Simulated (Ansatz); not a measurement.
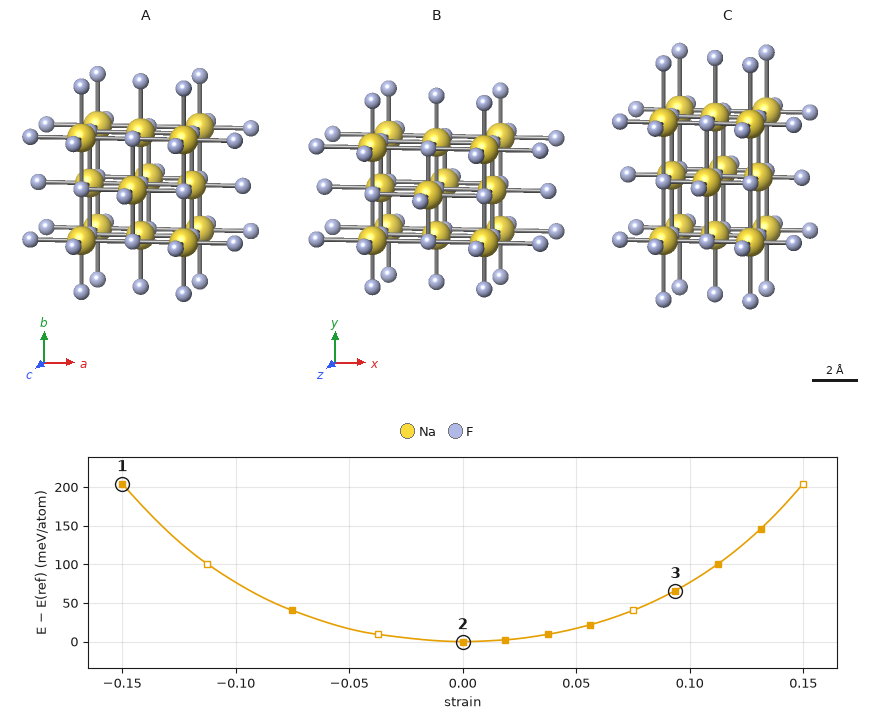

Energy scan for a crystal of NaF (Fm-3m), in which the cell is strained along x and oppositely along y, with the atoms kept at their fractional coordinates. x, y and z are the Cartesian axes of the input. The frames are shuffled; the numbered points of the plot belong to them. Hollow markers are points alike by symmetry, not computed again. A ball-and-stick model of the conventional cell (4 times the calculation's cell), seen along the c axis, with a slight tilt. Lengths and directions refer to the drawn axes.

Level of theory: DFT PBE, scalar-relativistic, plane waves, PAW (Ansatz). Settings: plane-wave cutoff 420 eV; k-point mesh 8 × 8 × 8; occupations gaussian; smearing width 0.05 eV; no spin polarisation. Energies (free energies at the smearing named) are counted from the cell as listed in its source, which wasn't relaxed.

> Match the frames to the points.

Point 1 is frame C (the strain −0.15, 204.6 meV/atom); 2 is frame A (the strain 0.00, 0.0 meV/atom); 3 is frame B (the strain 0.0937, 66.1 meV/atom). Of the computed points the lowest is at the strain 0.00, 0.0 meV/atom. At the ends of the scan the energy is 204.6 meV/atom (−0.15) and 204.6 meV/atom (0.15). The unrelaxed reference is under a pressure of 1.7 GPa. The distortion takes the space group from Fm-3m to Fmmm. At the strain −0.15 the cell of the drawing goes a 4.647 → 3.950 Å, b 4.647 → 5.344 Å.
